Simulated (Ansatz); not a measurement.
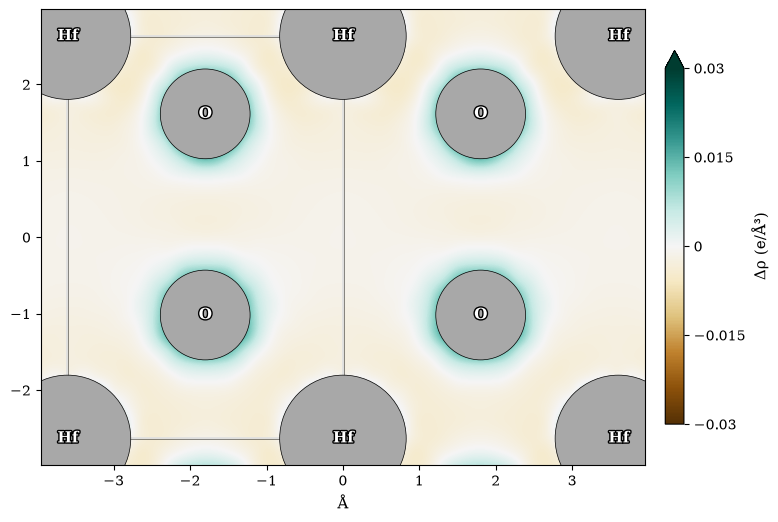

HfO2. Difference of the valence pseudo-densities of two functionals at the same geometry, on the (010) plane of the calculation cell: PBE less PBEsol.

Both computed with Ansatz (plane waves, PAW), on the same k-point mesh. Grey discs cover the atomic cores.

```
Hf O
1.0
     3.60430    0.00000    0.00000
     0.00000    3.60430    0.00000
     0.00000    0.00000    5.26397
Hf O
2 4
Direct
  0.50000 0.50000 0.50000
  0.00000 0.00000 0.00000
  0.00000 0.50000 0.69325
  0.50000 0.00000 0.80675
  0.50000 0.00000 0.30675
  0.00000 0.50000 0.19325
```

Question: What does the difference map show?

Answer: Against PBEsol, PBE gives more density around O (+0.004 e/Å³ on average at 0.7 Å from the nucleus) and a change of −0.004 e/Å³ at the midpoint of Hf–O.
